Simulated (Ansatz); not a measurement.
Al$_{24}$N$_{25}$ (charge −1): single-point calculation (part 2 of 2)

The same run, continued: Al$_{24}$N$_{25}$ (defect cell, 49 atoms in the cell, total charge −1); DFT PBE, scalar-relativistic, plane waves, PAW, spin-polarised (Ansatz 0.2.0); cutoff 420 eV, 2×2×2 k-mesh, Gaussian smearing of 0.05 eV, collinear spins. The structure derives from a Materials Project entry.

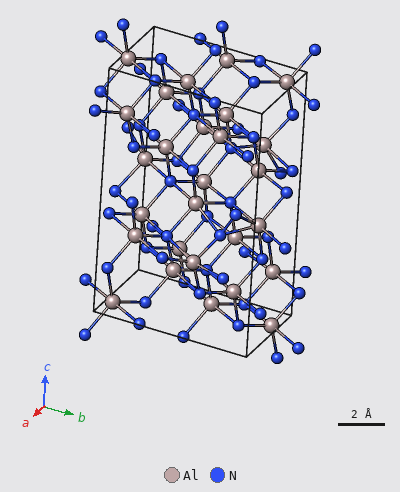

The structure (ball-and-stick view of the cell of the calculation, seen slightly off an axis; bonded neighbours outside the cell are drawn too). An atom can appear more than once, as a periodic image.

Output, continued
```
--- Forces (eV/Å), atoms counted from 1 ---
  atom   1  Al     0.06634380     0.52951810     0.10242000
  atom   2  Al     0.10409506     0.31962913    -0.13402403
  atom   3  Al     0.34671030     0.14601333    -0.12271394
  atom   4  Al     0.15721392     0.28674681     0.13745422
  atom   5  Al     0.53444937     0.36605185    -1.96092005
  atom   6  Al    -0.10856533    -0.65296851     1.96479344
  atom   7  Al     0.04107562    -0.36607178     0.11372084
  atom   8  Al    -0.17594535    -0.28905960    -0.12433120
  atom   9  Al    -0.23349362    -0.24609525     0.12118432
  atom  10  Al    -0.40431758    -0.31042535    -0.09084261
  atom  11  Al    -0.03526804     0.02111830     0.00325277
  atom  12  Al     0.00323277     0.00434346    -0.00390889
  atom  13  Al     0.11158746     0.15443642     0.00239369
  atom  14  Al     0.11085143     0.50913785     0.00570164
  atom  15  Al    -0.16301994     0.14663354     0.17692958
  atom  16  Al     1.44462241     0.36455237    -0.14631697
  atom  17  Al    -1.41780578     0.78592365     0.03368911
  atom  18  Al     0.09304973    -0.05638597    -0.01295554
  atom  19  Al     0.38273006    -1.44751345     0.11509513
  atom  20  Al    -0.19185944     0.05918218    -0.15322838
  atom  21  Al    -0.07675420    -0.17255284    -0.00485996
  atom  22  Al    -0.37136393    -0.34472012    -0.00201297
  atom  23  Al     0.13851421    -0.02849462    -0.02129908
  atom  24  Al     0.08493746    -0.09167883     0.02273012
  atom  25  N      0.02070127    -0.27712415    -0.07772807
  atom  26  N     -0.34335429    -0.54715765     0.02257447
  atom  27  N      0.05498070    -0.33382502    -0.13413259
  atom  28  N     -0.36512382    -0.20371213     0.09404768
  atom  29  N      1.06610033     2.30724793     2.89335161
  atom  30  N      0.01295203    -0.00229272    -0.00239601
  atom  31  N     -0.00921939     0.43013495    -0.07700185
  atom  32  N      0.31332325     0.12644129     0.10811383
  atom  33  N      0.24157263     0.11865649     0.07100081
  atom  34  N      0.29800340     0.55856214    -0.01701685
  atom  35  N      0.01574230    -0.02100767    -0.00005159
  atom  36  N      0.02018674    -0.00735578     0.00006774
  atom  37  N     -0.10566316    -0.25456734    -0.05283780
  atom  38  N     -0.15979464    -0.19829832     0.05069924
  atom  39  N     -0.91254682    -0.48355365    -0.64904639
  atom  40  N     -0.43778781    -0.24635252     0.52128307
  atom  41  N      0.45656842    -0.50514314     0.55327088
  atom  42  N      0.65807585    -0.13535019    -0.54050699
  atom  43  N     -0.03550178     0.99876809     0.60773803
  atom  44  N     -0.00052964     0.51361332    -0.53635177
  atom  45  N      0.09000061     0.23041862    -0.03243339
  atom  46  N      0.16400565     0.21670721     0.04014903
  atom  47  N     -0.07277134     0.03992340     0.00490234
  atom  48  N     -0.04624676     0.01775118    -0.00609597
  atom  49  N     -1.36467833    -2.02981463    -2.86355429
  max |Σ_I F_I| component: 1.58e-5 eV/Å
--- Band table (eV; the first three rows and the last of 16) ---
  k-point 0 ↑: bands = ["-8.7503", "-7.6866", "-6.8853", "-6.6636", "-5.9658", "-5.8706", "-5.8499", "-5.8181", "-5.7557", "-5.6339", "-5.6011", "-5.4887", "-5.3898", "-5.3466", "-5.3157", "-5.1666", "-5.1320", "-5.1104", "-5.0389", "-4.9364", "-4.7131", "-4.3483", "-4.1521", "-4.0946", "-0.6808", "1.6923", "1.7731", "1.7961", "1.9490", "2.1494", "2.2614", "2.6130", "2.6173", "2.6331", "2.9201", "2.9737", "2.9942", "3.0237", "3.0505", "3.0593", "3.1502", "3.2277", "3.4302", "3.7361", "4.0279", "4.1086", "4.2027", "4.2685", "4.3317", "4.5161", "4.5224", "4.5722", "4.5987", "4.9075", "5.1617", "5.2211", "5.2412", "5.3610", "5.4335", "5.4460", "5.4730", "5.5553", "5.5572", "5.6177", "5.6513", "5.6876", "5.7035", "5.7624", "5.7842", "5.9637", "5.9813", "6.0370", "6.0563", "6.1653", "6.4407", "6.4922", "6.6853", "7.0927", "7.1249", "7.1659", "7.2078", "7.2537", "7.3036", "7.3289", "7.3810", "7.4418", "7.4519", "7.5083", "7.5107", "7.5323", "7.5875", "7.5911", "7.6568", "7.6972", "7.7047", "7.9352", "9.0604", "10.4473", "10.7681", "12.3305", "13.0822", "13.8046", "13.8758", "13.9767", "14.0248", "14.1016", "14.2437", "14.3339", "14.3946", "14.4073", "14.4818", "14.6177", "14.6940", "14.8223", "14.9334", "15.0389", "15.0533", "15.1388", "15.5312", "15.7950", "15.8489", "16.0439", "16.2634", "16.3182", "16.4519", "16.7306", "16.8319", "17.0578", "17.3858", "17.5333", "17.8085", "17.8250", "17.8766", "17.8921", "17.9486", "17.9541", "17.9967", "18.0548", "18.0707", "18.1645", "18.2302", "18.2344", "18.2592", "18.3524", "18.5209", "18.6693", "18.6727", "18.7833", "18.8606"]
  k-point 1 ↑: bands = ["-8.7439", "-7.6698", "-7.1558", "-6.0372", "-5.9799", "-5.9383", "-5.8755", "-5.8525", "-5.8307", "-5.7800", "-5.6110", "-5.4957", "-5.4889", "-5.3924", "-5.3424", "-5.1872", "-5.0981", "-5.0571", "-4.9312", "-4.8928", "-4.5930", "-4.5531", "-4.1724", "-4.0676", "-0.6377", "2.0034", "2.0769", "2.1387", "2.1785", "2.2527", "2.2663", "2.3198", "2.3435", "2.3831", "2.4619", "2.5301", "2.6423", "2.7869", "3.0245", "3.2118", "3.2218", "3.3620", "3.5556", "3.8527", "3.9915", "4.1517", "4.1826", "4.2844", "4.4088", "4.5424", "4.5762", "4.6297", "4.7964", "5.0218", "5.1129", "5.2012", "5.2319", "5.2619", "5.3301", "5.3736", "5.4127", "5.4563", "5.4881", "5.5005", "5.6919", "5.7616", "5.8376", "5.8682", "6.0376", "6.0715", "6.0875", "6.2134", "6.3657", "6.3733", "6.6324", "6.6932", "6.6956", "6.8412", "6.8550", "7.0098", "7.0162", "7.0489", "7.1006", "7.2140", "7.2645", "7.3736", "7.4157", "7.4338", "7.4439", "7.4573", "7.4988", "7.5482", "7.5739", "7.8051", "7.8165", "8.6192", "8.7297", "10.4454", "10.8155", "13.1610", "13.3444", "13.9124", "14.0083", "14.0875", "14.1315", "14.1363", "14.2002", "14.2063", "14.2281", "14.4290", "14.4506", "14.4949", "14.5042", "14.5863", "14.5896", "14.7039", "14.7596", "14.8289", "14.8621", "15.4241", "15.5961", "15.9897", "16.1133", "16.6826", "17.0205", "17.0754", "17.1817", "17.1873", "17.2797", "17.4412", "17.5151", "17.8250", "17.9079", "17.9345", "18.1169", "18.1371", "18.1886", "18.2811", "18.3094", "18.3756", "18.5152", "18.5892", "18.6276", "18.6397", "18.7409", "18.8888", "18.9159", "18.9772", "19.0011"]
  k-point 2 ↑: bands = ["-8.7162", "-7.2263", "-7.1494", "-6.7582", "-6.4994", "-6.1084", "-6.1007", "-6.0719", "-5.9559", "-5.6835", "-5.6121", "-5.5281", "-5.0540", "-4.9685", "-4.9533", "-4.9283", "-4.8714", "-4.8375", "-4.8261", "-4.6595", "-4.5956", "-4.5781", "-4.4952", "-4.4421", "-0.6110", "1.9894", "2.0256", "2.0423", "2.0592", "2.0775", "2.2710", "2.4048", "2.5018", "2.6104", "2.7694", "2.8447", "2.8641", "3.0334", "3.0489", "3.1358", "3.1985", "3.3261", "3.4102", "3.4681", "3.6315", "3.7250", "3.8254", "4.0003", "4.3662", "4.4508", "4.5761", "4.6153", "4.6779", "4.7418", "5.1028", "5.1777", "5.2774", "5.3715", "5.3841", "5.4376", "5.4672", "5.5705", "5.6244", "5.7018", "5.7542", "5.7991", "5.8441", "5.9183", "5.9536", "6.0008", "6.0434", "6.1525", "6.2804", "6.3241", "6.3675", "6.4689", "6.5459", "6.6663", "6.7468", "6.8294", "7.0301", "7.0736", "7.1278", "7.2256", "7.3273", "7.5504", "7.5751", "7.6691", "7.7312", "7.7415", "7.7729", "7.8425", "8.0237", "8.0244", "8.0954", "8.2463", "8.3616", "10.2756", "10.8791", "13.4660", "13.5586", "13.6667", "13.7217", "13.7868", "13.8730", "14.0882", "14.2663", "14.4819", "14.5688", "14.6535", "14.7125", "14.7326", "14.8357", "14.8980", "14.9380", "15.0858", "15.2333", "15.2700", "15.3955", "15.5185", "15.7550", "16.0102", "16.3127", "16.8286", "16.9114", "16.9815", "17.0135", "17.0343", "17.1114", "17.2143", "17.3874", "17.4064", "17.4338", "17.5190", "17.5799", "17.5999", "17.6424", "17.6846", "17.8800", "17.9192", "18.0580", "18.0939", "18.1646", "18.2724", "18.3687", "18.4730", "18.5241", "18.5506", "18.6559"]
  k-point 7 ↓: bands = ["-8.7063", "-7.0273", "-7.0049", "-6.7698", "-6.6483", "-6.3212", "-6.2797", "-5.9486", "-5.8663", "-5.7527", "-5.6543", "-5.5131", "-5.3114", "-5.2932", "-5.2207", "-5.0576", "-4.8587", "-4.8347", "-4.7573", "-4.6821", "-4.3671", "-4.2956", "-4.2347", "-4.0701", "-0.5589", "1.6465", "1.7408", "2.0011", "2.1736", "2.1770", "2.2548", "2.4628", "2.6781", "2.9626", "2.9973", "3.0153", "3.0265", "3.0916", "3.1268", "3.2862", "3.4246", "3.6740", "3.7836", "3.7882", "3.8651", "3.8736", "3.9005", "3.9586", "3.9918", "4.0680", "4.0858", "4.1927", "4.2331", "4.3841", "4.4862", "4.5164", "4.7315", "4.7709", "4.8943", "5.1905", "5.3289", "5.5055", "5.5897", "5.6296", "5.6940", "5.7207", "5.8651", "5.8764", "6.0388", "6.0573", "6.1094", "6.2058", "6.3911", "6.4155", "6.6633", "6.6696", "6.8375", "7.1694", "7.1982", "7.2382", "7.2833", "7.3270", "7.3867", "7.4177", "7.4528", "7.4843", "7.5185", "7.5733", "7.5853", "7.6220", "7.6407", "7.8061", "8.1037", "8.1702", "8.2199", "8.2403", "8.3001", "10.1132", "10.8984", "12.9217", "13.2911", "13.9315", "14.0890", "14.1556", "14.2254", "14.4422", "14.4957", "14.5591", "14.5873", "14.7506", "14.8742", "14.9459", "15.3264", "15.7272", "15.8252", "15.8373", "15.8595", "15.9000", "15.9096", "16.0110", "16.0794", "16.1355", "16.1856", "16.2014", "16.3360", "16.4521", "16.4688", "16.5390", "16.5891", "16.7872", "16.8331", "16.8526", "16.8986", "17.0696", "17.1502", "17.1867", "17.4208", "17.4551", "17.8323", "17.9623", "18.0825", "18.1349", "18.1506", "18.2164", "18.2602", "18.2653", "18.4083", "18.4833", "18.5651"]
--- Löwdin populations: 49 sites ---
  site symbol       q [e]    m [muB]
     0     Al      1.8904     0.0000
     1     Al      1.8935     0.0000
     2     Al      1.8949     0.0000
     3     Al      1.8926     0.0000
     4     Al      1.8785     0.0000
     5     Al      1.8777     0.0000
     6     Al      1.8947    -0.0000
     7     Al      1.8927    -0.0000
     8     Al      1.8934    -0.0000
     9     Al      1.8903    -0.0000
    10     Al      1.8970    -0.0000
    11     Al      1.8885    -0.0000
    12     Al      1.8901     0.0000
    13     Al      1.8675    -0.0000
    14     Al      1.8989     0.0000
    15     Al      1.9049    -0.0000
    16     Al      1.8822    -0.0000
    17     Al      1.8827     0.0000
    18     Al      1.9057     0.0000
    19     Al      1.8987     0.0000
    20     Al      1.8900    -0.0000
    21     Al      1.8680     0.0000
    22     Al      1.8940     0.0000
    23     Al      1.8937     0.0000
    24      N      6.0620     0.0000
    25      N      6.0603    -0.0000
    26      N      6.0579    -0.0000
    27      N      6.0570     0.0000
    28      N      5.7431    -0.0000
    29      N      6.0535     0.0000
    30      N      6.0571     0.0000
    31      N      6.0580     0.0000
    32      N      6.0620     0.0000
    33      N      6.0606     0.0000
    34      N      6.0550     0.0000
    35      N      6.0551     0.0000
    36      N      6.0496     0.0000
    37      N      6.0560     0.0000
    38      N      6.0498     0.0000
    39      N      6.0270     0.0000
    40      N      6.0416     0.0000
    41      N      6.0419     0.0000
    42      N      6.0507     0.0000
    43      N      6.0271     0.0000
    44      N      6.0562     0.0000
    45      N      6.0497     0.0000
    46      N      6.0543     0.0000
    47      N      6.0558     0.0000
    48      N      5.7439    -0.0000
  spilling = 0.009868 (of n_electrons = 198.000000)
--- Bader charges: 49 sites ---
  site symbol  charge [e]  shift [e]    m [muB]
     0     Al      2.4586     0.0011     0.0000
     1     Al      2.4579     0.0010     0.0000
     2     Al      2.4597     0.0012     0.0000
     3     Al      2.4587     0.0011     0.0000
     4     Al      2.4577     0.0012     0.0000
     5     Al      2.4580     0.0012     0.0000
     6     Al      2.4597     0.0012     0.0000
     7     Al      2.4588     0.0011     0.0000
     8     Al      2.4580     0.0010     0.0000
     9     Al      2.4587     0.0012     0.0000
    10     Al      2.4595     0.0010     0.0000
    11     Al      2.4616     0.0011     0.0000
    12     Al      2.4621     0.0012     0.0000
    13     Al      2.4672     0.0010     0.0000
    14     Al      2.4605     0.0012     0.0000
    15     Al      2.4525     0.0020     0.0000
    16     Al      2.4838     0.0015     0.0000
    17     Al      2.4662     0.0010     0.0000
    18     Al      2.4526     0.0020     0.0000
    19     Al      2.4605     0.0012     0.0000
    20     Al      2.4621     0.0012     0.0000
    21     Al      2.4670     0.0010     0.0000
    22     Al      2.4631     0.0012     0.0000
    23     Al      2.4631     0.0012     0.0000
    24      N     -2.4851     0.0012     0.0000
    25      N     -2.4785     0.0014     0.0000
    26      N     -2.4821     0.0012     0.0000
    27      N     -2.4819     0.0014     0.0000
    28      N     -1.5912     0.0013     0.0000
    29      N     -2.4891     0.0011     0.0000
    30      N     -2.4820     0.0014     0.0000
    31      N     -2.4823     0.0012     0.0000
    32      N     -2.4850     0.0012     0.0000
    33      N     -2.4791     0.0014     0.0000
    34      N     -2.4779     0.0010     0.0000
    35      N     -2.4777     0.0011     0.0000
    36      N     -2.4730     0.0010     0.0000
    37      N     -2.4765     0.0011     0.0000
    38      N     -2.4538     0.0012     0.0000
    39      N     -2.4576     0.0009     0.0000
    40      N     -2.4586     0.0011     0.0000
    41      N     -2.4599     0.0011     0.0000
    42      N     -2.4553     0.0012     0.0000
    43      N     -2.4572     0.0009     0.0000
    44      N     -2.4766     0.0011     0.0000
    45      N     -2.4732     0.0010     0.0000
    46      N     -2.4727     0.0010     0.0000
    47      N     -2.4754     0.0011     0.0000
    48      N     -1.5860     0.0015     0.0000
  estimated error of the sums over rays = 5.3e-4 e
```

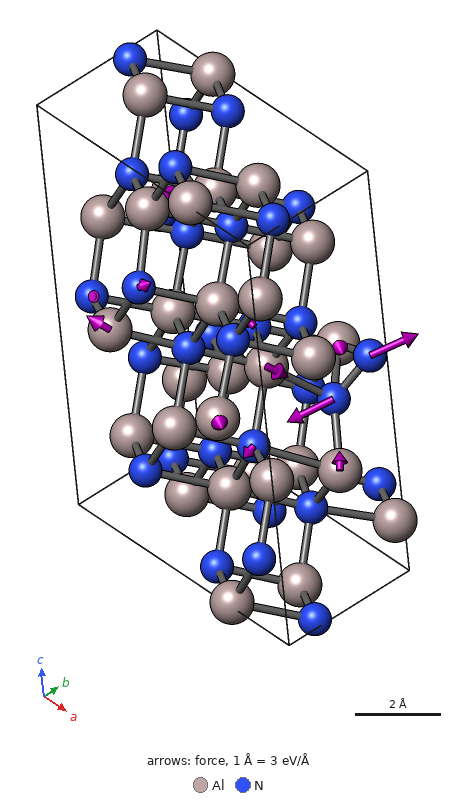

Forces on the atoms as pink arrows (ball-and-stick view of the cell of the calculation, seen slightly off an axis); the smallest are left out. The largest act on N29 (3.85 eV/Å); N49 (3.77 eV/Å); Al6 (2.07 eV/Å); Al5 (2.07 eV/Å), among others. Atoms are counted from 1 in the order of the input and aren't labelled in the picture. The geometry is not a stationary point of this energy.

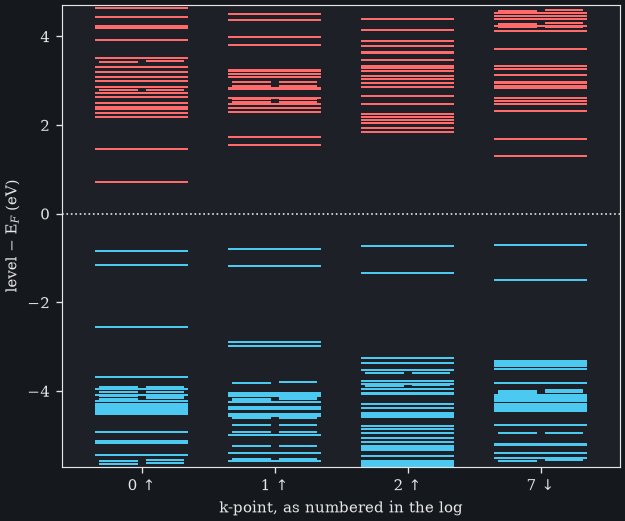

Kohn–Sham levels near the Fermi level (dotted) at the few k-points that the log prints; levels within 0.02 eV of each other stand side by side. Among these points the highest filled and lowest empty levels are 1.43 eV apart, which is the gap on the mesh.

Summary

```json
{"quantity": "outcome", "value": "converged"}
{"quantity": "electrons treated", "value": "198"}
{"quantity": "free energy", "value": "−22545.2987 eV"}
{"quantity": "Fermi energy", "value": "11.614 eV"}
{"quantity": "gap on the k-point mesh", "value": "1.43 eV"}
{"quantity": "net moment of the cell", "value": "0.00 μB"}
{"quantity": "integrated absolute moment", "value": "0.00 μB"}
{"quantity": "largest force (length of the vector)", "value": "3.851 eV/Å"}
{"quantity": "hardware", "value": "4 threads of Arm Neoverse V1, 24 GiB of memory available, shared host"}
{"quantity": "wall time", "value": "3.8 min (CPU time 15 min)"}
{"quantity": "peak memory", "value": "2.1 GiB"}
```

Remarks

The program warns: some starting moments were not kept. The cell is charged and computed with a neutralising background, so its energy and pressure depend on the cell and aren't those of a real crystal.
